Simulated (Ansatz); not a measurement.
## Geometry relaxation, with input and output: NbP

NbP (I4₁/amd, 4 atoms in the cell), computed with DFT PBE, scalar-relativistic, plane waves, PAW, no spin polarisation (Ansatz 0.2.0).

The structure derives from an entry of the Crystallography Open Database.

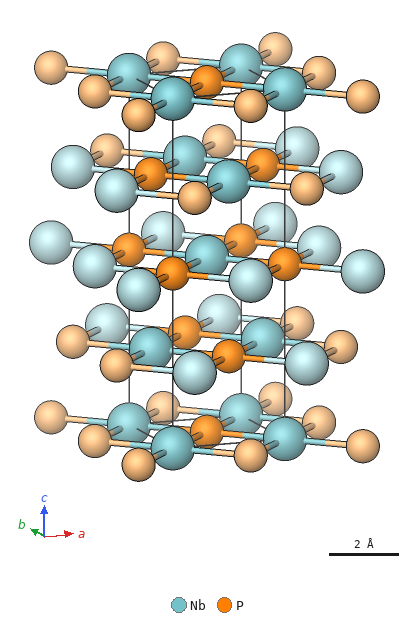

Fig. 1: The input geometry (ball-and-stick view of the cell 2 times as large as that of the calculation, set on its symmetry axes, seen slightly off an axis; neighbours outside the cell are drawn fainter). Near neighbours in the crystal (not all of them lie inside the picture): Nb has 4 P at 2.48 Å; P has 4 Nb at 2.48 Å.

## Input
```yaml
crystal:
  lattice:
    - [-1.7540774172, 1.7540774172, 5.2143340564]
    - [1.7540774172, -1.7540774172, 5.2143340564]
    - [1.7540774172, 1.7540774172, -5.2143340564]
  atoms:
    - { symbol: Nb, position: [0.0, 0.0, 0.0] }
    - { symbol: Nb, position: [0.75, 0.25, 0.5] }
    - { symbol: P, position: [0.5, 0.5, 0.0] }
    - { symbol: P, position: [0.25, 0.75, 0.5] }
basis:
  ecutwfc: 420
kpoints:
  mp_grid: { grid: [16, 16, 16] }
hamiltonian:
  xc: pbe
scf:
  occupations: { method: gaussian, width: 0.1 }
output:
  forces: true
  stress: true
  eigenvalues: true
  write_density: true
  write_potential: true
  elf: true
  volumetric_format: npy
relax:
  adjacent_minimum: "off"
  f_tol: 0.005
  max_steps: 80
  cell: { stress_tol: 0.05 }
```

Launch command:
```bash
ansatz run input.yaml --threads 1 --pin off --max-ram 3072MiB --backend cpu --events-out ev --progress --plain --runs-dir out
```

## Output
```
Engine: ansatz 0.2.0, x86_64-unknown-linux-gnu
Pseudopotentials: kind: paw
Pseudopotential: Nb, paw, valence charge 13, recommended cutoff 420 eV (normal), Nb.paw.azcp
Pseudopotential: P, paw, valence charge 5, recommended cutoff 420 eV (normal), P.paw.azcp
Functional definition: PBE
  parameter kappa = 0.804
  parameter beta = 0.06672455060314922
  exchange = pbe_x(kappa = kappa, mu = beta*pi^2/3)
  correlation = pbe_c(beta = beta)
Crystal: 4 atoms, lattice volume = 64.174 Å³
Basis set: ecut = 420 eV, 1257 PW (Γ), exchange–correlation on 80×80×80 points (8 copies of the dense FFT grid, shifted against one another)
Bands: 22, of which v1, the nominal top of the filled ones, is band 18 counted from 1 (17 counted from 0)
Symmetry: 16 space group operations
Space group: I41/amd (ITA 141), of the structure as read, at distance tolerance 4.0e-5 Å
k-points: 349 of 4096
Non-local potential: Nb, projectors of the file, l = 0: 3, l = 1: 2, l = 2: 2, l = 3: 1
Non-local potential: P, projectors of the file, l = 0: 2, l = 1: 2, l = 2: 2
PAW form: soft (Blöchl's): semilocal exchange-correlation on the pseudo side does not see the compensation charge
PAW one-centre angular grid: Nb, 590 points (default); XC on 64 Gauss nodes
PAW one-centre angular grid: P, 110 points (default); XC on 64 Gauss nodes
Initial density: superposition of atomic densities (neutral atoms: chi_scale 0, normalization atom), corrected by the library's trained network
Initial wavefunctions: pseudopotential atomic-orbital guess
Functional: x = pbe(κ = 0.804, μ = 0.2195149727645171), c = pbe(β = 0.06672455060314922)
SCF iter   1: F=—  HF=-10617.697279 eV  |F-HF|=—  |Δ(HF+E_count)|=         —  Δρ=6.27e-3  dr2=3.46e-2  ethr=1.77e-3  ⟨swp⟩=5.4  Hψ=36834  notcnv=0
preconditioner: auto → Kerker (q_TF=auto, 2.478 Å⁻¹)  [metal: Δε(μ)=0.007 eV  Ē_g=6.230 eV  σ=0.100 eV  W_gap=0.04  n_scr=12 (ndim 8)  ℏωp=20.7 eV  f_vac=0.000  D(μ)=2.68/eV (n_scr^D=24)]
SCF iter   2: F=—  HF=-10617.691167 eV  |F-HF|=—  |Δ(HF+E_count)|=   6.11e-3  Δρ=3.05e-3  dr2=6.21e-3  ethr=9.60e-5  ⟨swp⟩=1.2  Hψ=10566  notcnv=0
SCF iter   3: F=—  HF=-10617.690133 eV  |F-HF|=—  |Δ(HF+E_count)|=   1.03e-3  Δρ=9.56e-4  dr2=6.10e-4  ethr=1.73e-5  ⟨swp⟩=2.5  Hψ=11442  notcnv=0
SCF iter   4: F=—  HF=-10617.690048 eV  |F-HF|=—  |Δ(HF+E_count)|=   8.53e-5  Δρ=1.56e-4  dr2=1.00e-5  ethr=1.70e-6  ⟨swp⟩=2.8  Hψ=14083  notcnv=0
SCF iter   5: F=—  HF=-10617.690054 eV  |F-HF|=—  |Δ(HF+E_count)|=   5.92e-6  Δρ=2.25e-5  dr2=2.20e-7  ethr=2.79e-8  ⟨swp⟩=2.4  Hψ=13486  notcnv=0
SCF iter   6: F=-10617.690054 eV  HF=-10617.690054 eV  |F-HF|=4.44e-9  |Δ(HF+E_count)|=   5.21e-8  Δρ=3.60e-6  dr2=1.01e-8  ethr=2.78e-10  ⟨swp⟩=8.3  Hψ=50914  notcnv=0
SCF 1 converged in 6 iterations: F = -10617.690054 eV  dr2 = 1.01e-8
  greatest PAW one-centre occupation: 0.998 electrons in one spin orbital (limit 2), on the Nb atom at site 1 (counted from 0), in its partial waves of l = 0
relax step   1: F+E_penalty+E_count = -10617.69005394 eV  Δ(F+E_penalty+E_count) = +0.000e0 eV  max|allowed force component| = 4.077e-17 eV/Å  Δτ_max = 0.0000 Å  P = +0.116 GPa  Ω = 64.174 Å³  (6 SCF iters, dr2 threshold 1.00e-7 eV, accepted)
Crystal: 4 atoms, lattice volume = 64.216 Å³
Initial density: handed on by an earlier stage of this run
Initial wavefunctions: those handed on with the density
iter 1 solved again at ethr=5.70e-9 eV; its pass at ethr=3.10e-3 eV (dr2=2.05e-6 eV) is discarded
SCF iter   1: F=—  HF=-10617.690066 eV  |F-HF|=—  |Δ(HF+E_count)|=         —  Δρ=6.77e-5  dr2=2.94e-6  ethr=5.70e-9  ⟨swp⟩=3.0  Hψ=47787  notcnv=0
preconditioner: auto → Kerker (q_TF=auto, 2.477 Å⁻¹)  [metal: Δε(μ)=0.003 eV  Ē_g=6.246 eV  σ=0.100 eV  W_gap=0.02  n_scr=12 (ndim 8)  ℏωp=20.7 eV  f_vac=0.000  D(μ)=2.90/eV (n_scr^D=32)]
SCF iter   2: F=—  HF=-10617.690069 eV  |F-HF|=—  |Δ(HF+E_count)|=   3.48e-6  Δρ=3.91e-5  dr2=9.30e-7  ethr=5.70e-9  ⟨swp⟩=1.8  Hψ=9533  notcnv=0
SCF iter   3: F=-10617.690069 eV  HF=-10617.690069 eV  |F-HF|=2.44e-8  |Δ(HF+E_count)|=   2.70e-7  Δρ=7.40e-6  dr2=4.54e-8  ethr=2.15e-10  ⟨swp⟩=6.4  Hψ=48915  notcnv=0
SCF 2 converged in 3 iterations: F = -10617.690069 eV  dr2 = 4.54e-8
relax step   2: F+E_penalty+E_count = -10617.69006919 eV  Δ(F+E_penalty+E_count) = -1.525e-5 eV  max|allowed force component| = 2.255e-17 eV/Å  Δτ_max = 0.0000 Å  P = -0.032 GPa  Ω = 64.216 Å³  energy of the carried Pulay correction = -8.303e-6 eV  (3 SCF iters, dr2 threshold 7.75e-8 eV, accepted)
Initial wavefunctions: pseudopotential atomic-orbital guess (no wavefunctions were taken with the density)
iter 1 solved again at ethr=2.38e-8 eV; its pass at ethr=3.10e-3 eV (dr2=8.57e-6 eV) is discarded
SCF iter   1: F=—  HF=-10617.690072 eV  |F-HF|=—  |Δ(HF+E_count)|=         —  Δρ=7.53e-6  dr2=4.67e-8  ethr=2.38e-8  ⟨swp⟩=3.7  Hψ=59692  notcnv=0
preconditioner: auto → Kerker (q_TF=auto, 2.477 Å⁻¹)  [metal: Δε(μ)=0.003 eV  Ē_g=6.246 eV  σ=0.100 eV  W_gap=0.02  n_scr=12 (ndim 8)  ℏωp=20.7 eV  f_vac=0.000  D(μ)=2.91/eV (n_scr^D=32)]
SCF iter   2: F=—  HF=-10617.690076 eV  |F-HF|=—  |Δ(HF+E_count)|=   4.20e-6  Δρ=4.16e-6  dr2=1.16e-8  ethr=1.30e-10  ⟨swp⟩=2.1  Hψ=10723  notcnv=0
SCF iter   3: F=—  HF=-10617.690076 eV  |F-HF|=—  |Δ(HF+E_count)|=   1.76e-9  Δρ=1.44e-6  dr2=1.46e-9  ethr=3.21e-11  ⟨swp⟩=1.1  Hψ=8029  notcnv=0
SCF iter   4: F=-10617.690076 eV  HF=-10617.690076 eV  |F-HF|=0.00e0  |Δ(HF+E_count)|=  2.09e-10  Δρ=1.64e-7  dr2=1.22e-11  ethr=1.00e-12  ⟨swp⟩=5.4  Hψ=41534  notcnv=0
SCF 3 converged in 4 iterations: F = -10617.690076 eV  dr2 = 1.22e-11
relax step   3: F+E_penalty+E_count = -10617.69007613 eV  Δ(F+E_penalty+E_count) = -6.935e-6 eV  max|allowed force component| = 1.301e-17 eV/Å  Δτ_max = 0.0000 Å  P = -0.031 GPa  Ω = 64.216 Å³  stress off target by 3.51e-2 GPa  SCF on the basis re-selected at this cell (its energy is not comparable with the rows above)  (4 SCF iters)
```

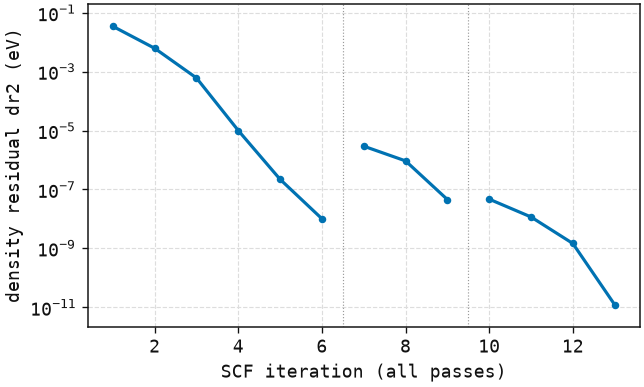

Fig. 2: Convergence of the self-consistent field: density residual dr2 against the SCF iteration. The dotted lines part the SCF passes of the relaxation: geometry steps, rejected trials and re-solves on a re-selected basis. The passes take 6, 3 and 4 iterations.

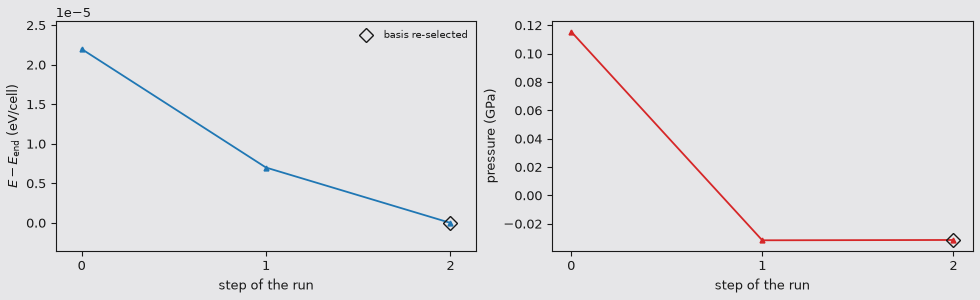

Fig. 3: Progress of the relaxation, step by step (the first geometry is step 0 here and step 1 in the log). After 1 geometry step the energy has fallen by next to nothing (0.0 meV per cell of the calculation). All forces vanish by symmetry, so only the cell relaxes. Pressure: 0.12 GPa at the start and −0.03 GPa at the end. The atoms keep their places relative to the cell (all moves are under 0.005 Å). The volume changes by +0.1 %, with a = b 3.508 → 3.510 Å (0.0 %), c 10.429 → 10.427 Å (0.0 %). The space group stays I4_1/amd (No. 141). A last SCF at the same geometry on a re-selected plane-wave basis shifts the energy by next to nothing (0.0 meV per cell of the calculation). (Atoms are counted from 1 in the order of the input.)

```
basis re-selected at this cell: Δ(F+E_penalty+E_count) = -6.935e-6 eV, ΔP = +0.000 GPa vs the last step (what re-selecting the basis moved, of the pressure what is left beyond the Pulay correction that the steps carried, after the strain that the cell walked since its last selection, with what the two solves' SCF thresholds leave and, on support functions, any second-order correction that the steps lacked; it is no measure of the basis error at this ecutwfc). This SCF's stress stands 3.51e-2 GPa from its target on what of the cell is left free (relax.cell.stress_tol is 5.00e-2 GPa) and its largest allowed force component is 1.30e-17 eV/Å (relax.f_tol is 5.00e-3 eV/Å): within both
SCF converged after 4 iterations
Free energy (F): -10617.690076 eV
Harris-Foulkes:  -10617.690076 eV  (|F-HF|=0.00e0)
Internal energy: -10617.675548 eV  (E = F + TS)
E sigma→0 (E₀):  -10617.682812 eV
Entropy (-TS):   -0.014528 eV (-3.632 meV/atom)
Fermi energy:    15.256746 eV
--- Per-component energies (eV) ---
  E_band       = -136.401405
  E_kinetic    = 933.269399
  E_local      = -1711.584258  (includes V_loc(G=0)·N_el)
  E_nonlocal   = 306.657468
  E_hartree    = 557.684988
  E_xc         = -476.165749
  E_vxc        = -550.447365  (∫ρ·V_xc dr)
  E_paw        = -7285.394738  (= ΣΔE_a)
  E_vpaw       = -229.666710  (= ΣTr[D̂ρ^β])
  E_aug_tail   = 0.000021  (compensation charges beyond the density's cutoff)
  E_ewald      = -2942.142678
  E_smearing   = -0.014528  (= −TS)
  E_closure    = -0.000000  (closes the sum)
  Σ components = -10617.690076   (vs F -10617.690076, Δ=0.00e0)
--- Forces (eV/Å), atoms counted from 1 ---
  atom   1  Nb     0.00000000     0.00000000     0.00000000
  atom   2  Nb     0.00000000     0.00000000     0.00000000
  atom   3  P     -0.00000000     0.00000000     0.00000000
  atom   4  P     -0.00000000    -0.00000000     0.00000000
  max |Σ_I F_I| component: 2.43e-17 eV/Å
--- Stress (GPa, compression-positive) ---
       -0.035103       0.000000       0.000000
        0.000000      -0.035103       0.000000
        0.000000       0.000000      -0.023979
  P = ⅓ Tr σ = -0.0314 GPa (-0.314 kbar)
--- Band table (eV; the first three rows and the last of 349) ---
  k-point 0: bands = ["-39.7061", "-39.6364", "-15.8777", "-15.8777", "-15.8447", "-15.8273", "-15.8273", "-15.3200", "2.1022", "4.5804", "9.7813", "12.2565", "12.6727", "13.5807", "13.5807", "13.9076", "13.9076", "14.5916", "14.6051", "15.5311", "16.5665", "16.5665"]
  k-point 1: bands = ["-39.7047", "-39.6363", "-15.8842", "-15.8836", "-15.8632", "-15.8357", "-15.8086", "-15.3227", "2.2034", "4.6673", "9.7432", "12.0261", "12.5566", "12.7578", "13.2229", "13.9327", "14.2056", "14.6412", "15.0028", "15.8250", "16.4535", "16.4608"]
  k-point 2: bands = ["-39.7005", "-39.6362", "-15.9026", "-15.8998", "-15.8911", "-15.8589", "-15.7795", "-15.3310", "2.4894", "4.8962", "9.6649", "11.5706", "11.6634", "12.1099", "12.3762", "14.5883", "14.5956", "14.8974", "15.1232", "16.1104", "16.3401", "16.4550"]
  k-point 348: bands = ["-39.6714", "-39.6714", "-15.9208", "-15.9208", "-15.7834", "-15.7834", "-15.5875", "-15.5875", "3.1546", "3.1546", "11.5421", "11.5421", "12.9271", "12.9271", "13.5307", "13.5307", "14.1604", "14.1604", "15.0321", "15.0321", "15.5190", "15.5190"]
--- Relaxed structure (2 steps of the walk, 2 accepted, 1 SCFs on fresh bases) ---
  F+E_penalty+E_count = -10617.69007613 eV   max|allowed force component| = 1.301e-17 eV/Å   (the final SCF, on the basis selected at the relaxed cell)
  cell:  # Å, volume = 64.2160 Å³
    - [-1.7547838353568646, 1.7547838353568646, 5.21357929760353]
    - [1.7547838353568646, -1.7547838353568646, 5.21357929760353]
    - [1.7547838353568646, 1.7547838353568646, -5.21357929760353]
  atoms:
    - { symbol: Nb, position: [3.7125178040166936e-35, -4.43650182638039e-35, 8.577915400417947e-37] }
    - { symbol: Nb, position: [0.75, 0.24999999999999994, 0.49999999999999994] }
    - { symbol: P, position: [0.49999999999999994, 0.49999999999999994, 3.4862608307587944e-35] }
    - { symbol: P, position: [0.24999999999999994, 0.75, 0.49999999999999994] }
```

## Trajectory as extended XYZ (Å, eV, eV/Å), 3 frames, from step=1 to step=3
```
4
Lattice="-1.7541 1.7541 5.2143 1.7541 -1.7541 5.2143 1.7541 1.7541 -5.2143" Properties=species:S:1:pos:R:3:forces:R:3 step=1 energy=-10617.69005 pressure_GPa=0.12
Nb    0.0000    0.0000    0.0000    0.0000   0.0000   0.0000
Nb    0.0000    1.7541    2.6072    0.0000   0.0000   0.0000
P     0.0000    0.0000    5.2143    0.0000   0.0000   0.0000
P     1.7541    0.0000    2.6072    0.0000   0.0000   0.0000
4
Lattice="-1.7548 1.7548 5.2136 1.7548 -1.7548 5.2136 1.7548 1.7548 -5.2136" Properties=species:S:1:pos:R:3:forces:R:3 step=2 energy=-10617.69007 pressure_GPa=-0.03
Nb    0.0000    0.0000    0.0000    0.0000   0.0000   0.0000
Nb    0.0000    1.7548    2.6068    0.0000   0.0000   0.0000
P     0.0000    0.0000    5.2136    0.0000   0.0000   0.0000
P     1.7548    0.0000    2.6068    0.0000   0.0000   0.0000
4
Lattice="-1.7548 1.7548 5.2136 1.7548 -1.7548 5.2136 1.7548 1.7548 -5.2136" Properties=species:S:1:pos:R:3:forces:R:3 step=3 energy=-10617.69008 pressure_GPa=-0.03
Nb    0.0000    0.0000    0.0000    0.0000   0.0000   0.0000
Nb    0.0000    1.7548    2.6068    0.0000   0.0000   0.0000
P     0.0000    0.0000    5.2136    0.0000   0.0000   0.0000
P     1.7548    0.0000    2.6068    0.0000   0.0000   0.0000
```

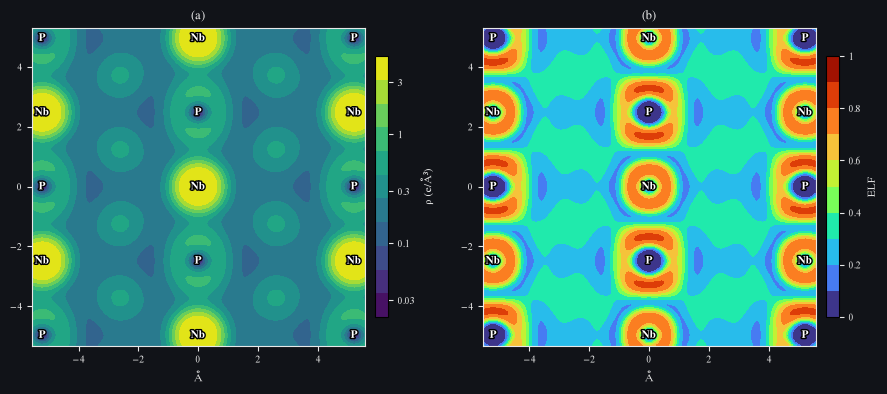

Fig. 4: (a) valence electron density; (b) electron localisation function on the (110) plane of the conventional cell. The plane passes through Nb and P nuclei. Nb–P (2.48 Å): ρ at the midpoint is about 0.47 e/Å³; the ELF is about 0.35 at the midpoint (no shared pair; the contact is polar). Away from the nuclei the density in this plane falls to 0.14 e/Å³ at its lowest. The strong features right at Nb lie inside the PAW spheres (semicore, d or f shells) and say nothing about bonding. In a PAW calculation such maps are meaningful between the atoms, not at the nuclei.

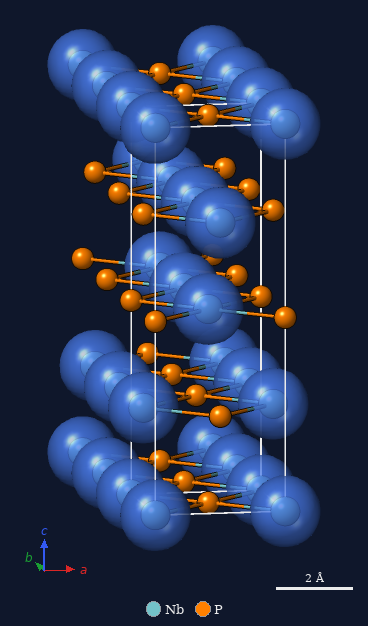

Fig. 5: Isosurface of the valence pseudo-density at 0.8 e/Å³ (blue), seen slightly off an axis. Sticks mark near contacts. The outline is the cell set on symmetry axes. At this value the density breaks into separate islands; it holds about 50 % of the electrons treated as valence (semicore included). It is pinched off along the Nb–P (2.48 Å) contacts. On the grid the lowest density along these lines, outside the cores, is 0.47 e/Å³ (Nb–P, 2.48 Å).

## Key numbers

```tsv
quantity	value
outcome	converged
space group (tolerance 0.01 Å)	I4₁/amd (141)
electrons treated	36
free energy	−10617.6901 eV
Fermi energy	15.257 eV
gap on the k-point mesh	none (metallic)
pressure	−0.03 GPa
final volume	64.22 Å³
largest force (length of the vector) at the end	under 0.001 eV/Å
final cell	a = 5.774 Å, b = 5.774 Å, c = 5.774 Å, α = 144.62°, β = 144.62°, γ = 50.91°
hardware	1 thread of an x86-64 CPU, shared host
wall time	45 s
peak memory	0.74 GiB
```
